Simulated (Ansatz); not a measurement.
# AlZn2O: what the fields show

Input

```
crystal:
  lattice:
    - [1.508826667, 0.8711214824, 6.7761322228]
    - [-1.508826667, 0.8711214824, 6.7761322228]
    - [0.0, -1.7422429647, 6.7761322228]
  atoms:
    - { symbol: Al, position: [0.0, 0.0, 0.0] }
    - { symbol: Zn, position: [0.7686848016, 0.7686848016, 0.7686848016] }
    - { symbol: Zn, position: [0.2313151984, 0.2313151984, 0.2313151984] }
    - { symbol: O, position: [0.5, 0.5, 0.5] }
basis:
  ecutwfc: 420
kpoints:
  mp_grid: { grid: [18, 18, 18] }
hamiltonian:
  xc: pbe
scf:
  occupations: { method: gaussian, width: 0.1 }
output:
  forces: true
  stress: true
  eigenvalues: true
  write_density: true
  write_potential: true
  elf: true
  volumetric_format: npy
relax:
  adjacent_minimum: "off"
  f_tol: 0.01
  max_steps: 80
  cell: { stress_tol: 0.05 }
```

Command:

```sh
ansatz run input.yaml --threads 1 --pin off --max-ram 2560MiB --backend cpu --events-out ev --progress --plain --runs-dir out
```

Below, planes, directions and counts refer to the conventional cell (a = 3.03 Å, b = 3.03 Å, c = 20.29 Å, α = 90.00°, β = 90.00°, γ = 120.00°).

The fields are those of the run's last geometry, not of the input's.

Space group R-3m; a structure generated by program, which may or may not match a known phase; computed without spin polarisation.

Computed with DFT PBE, scalar-relativistic, plane waves, PAW in Ansatz.

In a PAW calculation such maps are meaningful between the atoms, not at the nuclei.

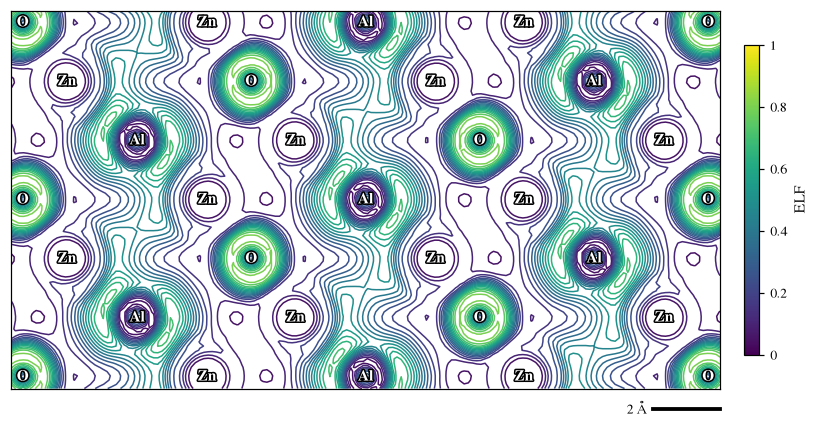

Figure 1. ELF on the (110) plane of the conventional cell.

Read the bonding off the picture.

Atoms in the plane: Al, Zn and O.
Zn–O (2.18 Å): the ELF peaks at about 0.80 in the valence shell of O, 0.6 Å from its nucleus, and drops to about 0.15 between the two atoms (no localised pair shows between them).
Al–Zn (2.71 Å): the ELF is about 0.55 at the midpoint.

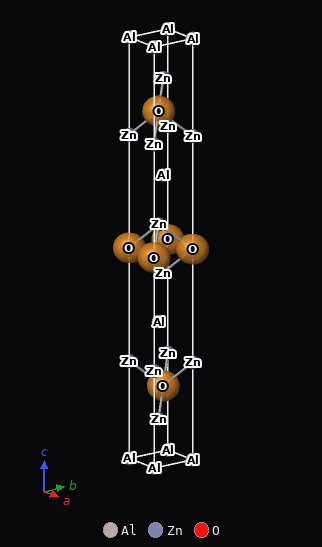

Figure 2. Isosurface of the electron localisation function at 0.75 (orange), seen slightly off an axis. Core shells and regions of very low density are left out. Sticks mark near contacts.

Where are the electrons localised?

At this value the surface marks out three regions wrapped around O (the valence shell of each), counted in one cell of 12 atoms. Regions shared between cells count once.

Does the calculation give a band gap?

It is gapless in this calculation (a metal or semimetal).
